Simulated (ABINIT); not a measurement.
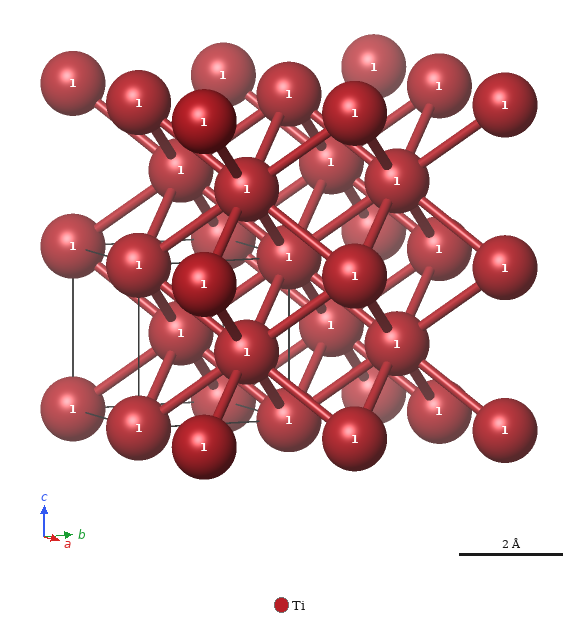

**Figure 1.** The structure as given in the input (ball-and-stick view of the cell 2 times as large as that of the calculation, set on its symmetry axes, repeated 2 × 2 × 2, seen slightly off an axis; atoms are numbered from 1 in the order of the input). An atom can appear more than once, as a periodic image.

# Run report: Ti, elastic calculation (part 1 of 2)

- system: Ti (Im-3m, 1 atom in the cell)
- method: Kohn-Sham DFT of a periodic cell, PBEsol, PseudoDojo NC SR PBEsol v0.4.1 standard, no spin polarisation (ABINIT 10.8.3)

The structure derives from an entry of the Crystallography Open Database.

## The input
```
# Datasets
ndtset 2

# Pseudopotentials
pp_dirpath "./"
pseudos "Ti.upf"

# Structure
acell 5.2551731794 5.2551731794 5.2551731794
rprim
    -0.5773502692     0.5773502692     0.5773502692
     0.5773502692    -0.5773502692     0.5773502692
     0.5773502692     0.5773502692    -0.5773502692
ntypat 1
znucl 22
natom 1
typat 1
chkprim 0
chksymtnons 0
tolsym 1.0e-6
xred
            0.0            0.0            0.0

# Plane-wave basis
ecut 1142.878222 eV
ecutsm 0.5

# k points
ngkpt 16 16 16
nshiftk 1
shiftk 0.0 0.0 0.0

# Exchange and correlation
ixc -116133

# Bands and occupations
nband 14
occopt 4
tsmear 0.00734986

# SCF cycle
nstep 80

# Output
prteig 0
prtebands 0
prtwf 0
prtden 0
prtpot 0

# Dataset 1: ground state
kptopt1 1
tolvrs1 1.0e-15
prtwf1 1
tolwfr1 1.0e-14
nbdbuf1 4
nline1 6

# Dataset 2: response at q = 0 to atomic displacements, strain
rfphon2 1
rfstrs2 3
rfatpol2 1 1
rfdir2 1 1 1
getwfk2 1
kptopt2 2
nqpt2 1
qpt2 0.0 0.0 0.0
tolvrs2 1.0e-10
```

## File mrgddb.in
```
merged_DDB
Ti
2
runo_DS1_DDB
runo_DS2_DDB
```

## File anaddb.abi
```
ddb_filepath "merged_DDB"
output_file "anaddb.abo"
outdata_prefix "ana"
asr 2
chneut 0
dipdip 0
dieflag 0
enunit 0
elaflag 3
instrflag 1
eivec 1
nph1l 1
qph1l 0.0 0.0 0.0 1.0
```

Run as:
```bash
mpirun --bind-to none -np 4 abinit run.abi > log 2>&1
mrgddb < mrgddb.in > mrgddb.log 2>&1
anaddb anaddb.abi > anaddb.log 2>&1
```

## What the program printed
```
.Version 10.8.3 of ABINIT
 DATASET    1 : space group Im -3 m (#229); Bravais cI (body-center cubic)
================================================================================
 Values of the parameters that define the memory need for DATASET  1.
     intxc =       0    ionmov =       0      iscf =       7    lmnmax =       6
     lnmax =       6     mgfft =      32  mpssoang =       3    mqgrid =    3001
     natom =       1  nloc_mem =       1    nspden =       1   nspinor =       1
    nsppol =       1      nsym =      48    n1xccc =    2501    ntypat =       1
    occopt =       4   xclevel =       2
       mpw =        1475          nfft =       32768          nkpt =         145
================================================================================
================================================================================

 DATASET    2 : space group Im -3 m (#229); Bravais cI (body-center cubic)
================================================================================
 Values of the parameters that define the memory need for DATASET  2 (RF).
     intxc =       0      iscf =       7    lmnmax =       6     lnmax =       6
     mgfft =      32  mpssoang =       3    mqgrid =    3001     natom =       1
  nloc_mem =       1    nspden =       1   nspinor =       1    nsppol =       1
      nsym =      48    n1xccc =    2501    ntypat =       1    occopt =       4
   xclevel =       2
      nfft =       32768          nkpt =        2052
================================================================================
================================================================================

--------------------------------------------------------------------------------
------------- Echo of variables that govern the present computation ------------
--------------------------------------------------------------------------------
 -outvars: echo values of preprocessed input variables --------
            acell      5.2551731794E+00  5.2551731794E+00  5.2551731794E+00 Bohr
              amu      4.78800000E+01
          chkprim           0
      chksymtnons           0
             ecut      4.20000000E+01 Hartree
           ecutsm      5.00000000E-01 Hartree
           getwfk1          0
           getwfk2          1
                       outvar_i_n : Printing only first  50 k-points.
              ixc     -116133
           jdtset        1    2
                       outvar_i_n : Printing only first  50 k-points.
           kptopt1          1
           kptopt2          2
         kptrlatt       16    0    0      0   16    0      0    0   16
          kptrlen      8.40827709E+01
            natom           1
            nband1         14
            nband2         14
           nbdbuf1          4
           nbdbuf2          2
           ndtset           2
            ngfft          32      32      32
             nkpt1        145
             nkpt2       2052
            nline1          6
            nline2          4
             nqpt1          0
             nqpt2          1
            nstep          80
             nsym          48
           ntypat           1
                       prtocc : prtvol=0, do not print more k-points.
                       prtocc : prtvol=0, do not print more k-points.
           occopt           4
        optdriver1          0
        optdriver2          1
           prtden           0
        prtebands           0
           prteig           0
            prtwf1          1
            prtwf2          0
           rfphon1          0
           rfphon2          1
           rfstrs1          0
           rfstrs2          3
            rprim     -5.7735026920E-01  5.7735026920E-01  5.7735026920E-01
                       5.7735026920E-01 -5.7735026920E-01  5.7735026920E-01
                       5.7735026920E-01  5.7735026920E-01 -5.7735026920E-01
          spgroup         229
           tolsym      1.00000000E-06
           tolvrs1     1.00000000E-15
           tolvrs2     1.00000000E-10
           tolwfr1     1.00000000E-14
           tolwfr2     0.00000000E+00
           tsmear      7.34986000E-03 Hartree
            typat      1
                       outvars : Printing only first  50 k-points.
            znucl       22.00000

================================================================================

 chkinp: Checking input parameters for consistency, jdtset=   1.

 chkinp: Checking input parameters for consistency, jdtset=   2.

================================================================================
== DATASET  1 ==================================================================

--- !DatasetInfo
iteration_state: {dtset: 1, }
dimensions: {natom: 1, nkpt: 145, mband: 14, nsppol: 1, nspinor: 1, nspden: 1, mpw: 1475, }
cutoff_energies: {ecut:  42.0, pawecutdg:  -1.0, }
electrons: {nelect:   1.20000000E+01, charge:   0.00000000E+00, occopt:   4.00000000E+00, tsmear:   7.34986000E-03, }
meta: {optdriver: 0, ionmov: 0, optcell: 0, iscf: 7, paral_kgb: 0, }
...

 Real(R)+Recip(G) space primitive vectors, cartesian coordinates (Bohr,Bohr^-1):
 R(1)= -3.0340756  3.0340756  3.0340756  G(1)=  0.0000000  0.1647948  0.1647948
 R(2)=  3.0340756 -3.0340756  3.0340756  G(2)=  0.1647948  0.0000000  0.1647948
 R(3)=  3.0340756  3.0340756 -3.0340756  G(3)=  0.1647948  0.1647948  0.0000000
 Unit cell volume ucvol=  1.1172213E+02 bohr^3
 Angles (23,13,12)=  1.09471221E+02  1.09471221E+02  1.09471221E+02 degrees

 getcut: wavevector=  0.0000  0.0000  0.0000  ngfft=  32  32  32
         ecut(hartree)=     42.000   => boxcut(ratio)=   2.08928

--- Pseudopotential description ------------------------------------------------
- pspini: atom type   1  psp file is ./Ti.upf
  22.00000  12.00000  180301                  znucl, zion, pspdat
12 -116133 2 -1 1586                          pspcod,pspxc,lmax,lloc,mmax
     nproj     2     2     2

   1.77230422E+02                                ecore*ucvol(ha*bohr**3)
--------------------------------------------------------------------------------

================================================================================

--- !BeginCycle
iteration_state: {dtset: 1, }
solver: {iscf: 7, nstep: 80, nline: 6, wfoptalg: 0, }
tolerances: {tolwfr: 1.00E-14, tolvrs: 1.00E-15, }
...

     iter   Etot(hartree)      deltaE(h)  residm     vres2
 ETOT  1  -59.268311327220    -5.927E+01 5.677E-02 4.442E+01
 ETOT  2  -59.288184061507    -1.987E-02 1.969E-05 3.594E+01
 ETOT  3  -59.296977839577    -8.794E-03 3.391E-04 1.225E-02
 ETOT  4  -59.296981271580    -3.432E-06 1.698E-07 2.299E-04
 ETOT  5  -59.296981329571    -5.799E-08 2.243E-09 6.265E-07
 ETOT  6  -59.296981329698    -1.270E-10 7.059E-12 1.517E-09
 ETOT  7  -59.296981329699    -1.080E-12 9.996E-15 3.041E-11
 ETOT  8  -59.296981329699    -4.263E-14 9.984E-15 2.126E-12
 ETOT  9  -59.296981329700    -1.187E-12 9.951E-15 1.517E-13
 ETOT 10  -59.296981329701    -1.030E-12 9.999E-15 1.300E-16

 At SCF step   10  max residual=  1.00E-14 < tolwfr=  1.00E-14 AND vres2   =  1.30E-16 < tolvrs=  1.00E-15 =>converged.

 Cartesian components of stress tensor (hartree/bohr^3)
  sigma(1 1)=  8.59164261E-06  sigma(3 2)=  0.00000000E+00
  sigma(2 2)=  8.59164261E-06  sigma(3 1)=  0.00000000E+00
  sigma(3 3)=  8.59164261E-06  sigma(2 1)=  0.00000000E+00

--- !ResultsGS
iteration_state: {dtset: 1, }
comment   : Summary of ground state results
lattice_vectors:
- [ -3.0340756,   3.0340756,   3.0340756, ]
- [  3.0340756,  -3.0340756,   3.0340756, ]
- [  3.0340756,   3.0340756,  -3.0340756, ]
lattice_lengths: [   5.25517,    5.25517,    5.25517, ]
lattice_angles: [109.471, 109.471, 109.471, ] # degrees, (23, 13, 12)
lattice_volume:   1.1172213E+02
convergence: {deltae: -1.030E-12, res2:  1.300E-16, residm:  9.999E-15, diffor: null, }
etotal    :  -5.92969813E+01
entropy   :   0.00000000E+00
fermie    :   3.74350756E-01
cartesian_stress_tensor: # hartree/bohr^3
- [  8.59164261E-06,   0.00000000E+00,   0.00000000E+00, ]
- [  0.00000000E+00,   8.59164261E-06,   0.00000000E+00, ]
- [  0.00000000E+00,   0.00000000E+00,   8.59164261E-06, ]
pressure_GPa:  -2.5277E-01
xred      :
- [  0.0000E+00,   0.0000E+00,   0.0000E+00, Ti]
cartesian_forces: # hartree/bohr
- [ -0.00000000E+00,  -0.00000000E+00,  -0.00000000E+00, ]
force_length_stats: {min:   0.00000000E+00, max:   0.00000000E+00, mean:   0.00000000E+00, }
...

 Integrated electronic density in atomic spheres:
 ------------------------------------------------
 Atom  Sphere_radius  Integrated_density
    1        2.00000          9.55528233
================================================================================

 ----iterations are completed or convergence reached----

 Mean square residual over all n,k,spin=   47.845E-16; max=  99.991E-16
 reduced coordinates (array xred) for    1 atoms
       0.000000000000      0.000000000000      0.000000000000
 rms dE/dt=  0.0000E+00; max dE/dt=  0.0000E+00; dE/dt below (all hartree)
    1       0.000000000000      0.000000000000      0.000000000000

 cartesian coordinates (angstrom) at end:
    1      0.00000000000000     0.00000000000000     0.00000000000000

 cartesian forces (hartree/bohr) at end:
    1     -0.00000000000000    -0.00000000000000    -0.00000000000000
 frms,max,avg= 0.0000000E+00 0.0000000E+00   0.000E+00  0.000E+00  0.000E+00 h/b

 cartesian forces (eV/Angstrom) at end:
    1     -0.00000000000000    -0.00000000000000    -0.00000000000000
 frms,max,avg= 0.0000000E+00 0.0000000E+00   0.000E+00  0.000E+00  0.000E+00 e/A
 length scales=  5.255173179400  5.255173179400  5.255173179400 bohr
              =  2.780917884001  2.780917884001  2.780917884001 angstroms
 Fermi (or HOMO) energy (hartree) =   0.37435   Average Vxc (hartree)=  -0.43967
 Eigenvalues (hartree) for nkpt= 145  k points:
 kpt#   1, nband= 14, wtk=  0.00024, kpt=  0.0000  0.0000  0.0000 (reduced coord)
  -1.68979   -0.80446   -0.80446   -0.80446    0.15282    0.41249    0.41249    0.41249
   0.48188    0.48188    1.02892    1.02892    1.02892    1.25834
      occupation numbers for kpt#   1
   2.00000    2.00000    2.00000    2.00000    2.00000    0.00000    0.00000    0.00000
   0.00000    0.00000    0.00000    0.00000    0.00000    0.00000
 prteigrs : prtvol=0 or 1, do not print more k-points.

--- !EnergyTerms
iteration_state     : {dtset: 1, }
comment             : Components of total free energy in Hartree
kinetic             :  2.35471528305543E+01
hartree             :  1.17718092997286E+01
xc                  : -8.65659675925516E+00
Ewald energy        : -4.31803353980686E+01
psp_core            :  1.58635018961726E+00
local_psp           : -4.48010666306709E+01
non_local_psp       :  4.35603682970794E-01
internal            : -5.92970827851237E+01
'-kT*entropy'       :  1.01455422480039E-04
total_energy        : -5.92969813297013E+01
total_energy_eV     : -1.61355306218322E+03
band_energy         : -6.98563409694771E+00
...

 Cartesian components of stress tensor (hartree/bohr^3)
  sigma(1 1)=  8.59164261E-06  sigma(3 2)=  0.00000000E+00
  sigma(2 2)=  8.59164261E-06  sigma(3 1)=  0.00000000E+00
  sigma(3 3)=  8.59164261E-06  sigma(2 1)=  0.00000000E+00

-Cartesian components of stress tensor (GPa)         [Pressure= -2.5277E-01 GPa]
- sigma(1 1)=  2.52774853E-01  sigma(3 2)=  0.00000000E+00
- sigma(2 2)=  2.52774853E-01  sigma(3 1)=  0.00000000E+00
- sigma(3 3)=  2.52774853E-01  sigma(2 1)=  0.00000000E+00

================================================================================
== DATASET  2 ==================================================================

--- !DatasetInfo
iteration_state: {dtset: 2, }
dimensions: {natom: 1, nkpt: 2052, mband: 14, nsppol: 1, nspinor: 1, nspden: 1, mpw: 1481, }
cutoff_energies: {ecut:  42.0, pawecutdg:  -1.0, }
electrons: {nelect:   1.20000000E+01, charge:   0.00000000E+00, occopt:   4.00000000E+00, tsmear:   7.34986000E-03, }
meta: {optdriver: 1, rfphon: 1, rfstrs: 3, }
...

 mkfilename : getwfk/=0, take file _WFK from output of DATASET   1.

 Real(R)+Recip(G) space primitive vectors, cartesian coordinates (Bohr,Bohr^-1):
 R(1)= -3.0340756  3.0340756  3.0340756  G(1)=  0.0000000  0.1647948  0.1647948
 R(2)=  3.0340756 -3.0340756  3.0340756  G(2)=  0.1647948  0.0000000  0.1647948
 R(3)=  3.0340756  3.0340756 -3.0340756  G(3)=  0.1647948  0.1647948  0.0000000
 Unit cell volume ucvol=  1.1172213E+02 bohr^3
 Angles (23,13,12)=  1.09471221E+02  1.09471221E+02  1.09471221E+02 degrees
 setup1 : take into account q-point for computing boxcut.

 getcut: wavevector=  0.0000  0.0000  0.0000  ngfft=  32  32  32
         ecut(hartree)=     42.000   => boxcut(ratio)=   2.08928
--------------------------------------------------------------------------------

 symkchk : k-point set has full space-group symmetry.
```
